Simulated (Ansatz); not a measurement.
TiAl

```
Ti Al
1.0
     2.83730    0.00000    0.00000
     0.00000    2.87986    0.00000
     0.00000    0.00000    4.05910
Ti Al
1 1
Cartesian
  0.0000 0.0000 0.0000
  1.4186 1.4399 2.0295
```

Space group Pmmm; changed on purpose from its base cell (strain +0.0150 x Voigt [0, 1, 0, 0, 0, 0], atoms carried along); computed pressure about −4 GPa in this cell; computed without spin polarisation.

Computed with DFT r2SCAN, scalar-relativistic, plane waves, PAW (Ansatz).

What can the converged valence pseudo-density and electron localisation function tell about the bonding?

Ti–Al (2.86 Å): the density is about 0.2 e/Å³ at the midpoint; the ELF is about 0.40 at the midpoint.

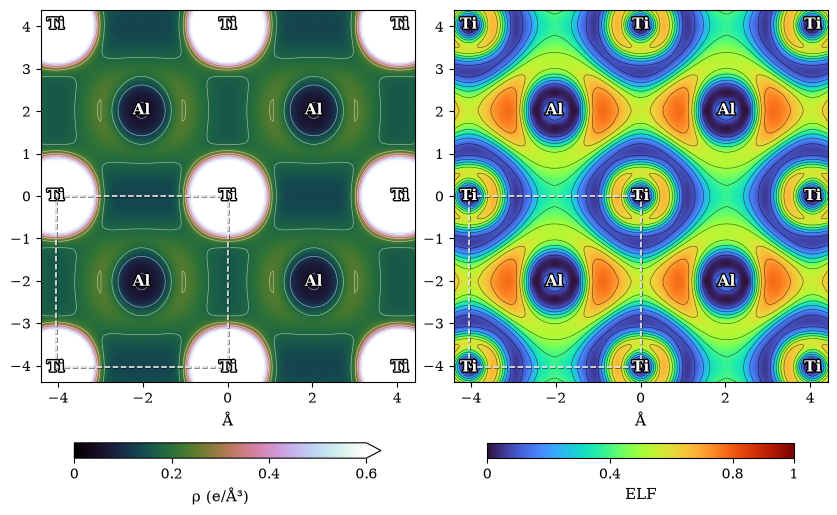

Computed valence pseudo-density and electron localisation function on the (110) plane of the conventional cell, in this order. 

The density is the valence pseudo-density of a PAW calculation; it isn't the true density close to the nuclei.
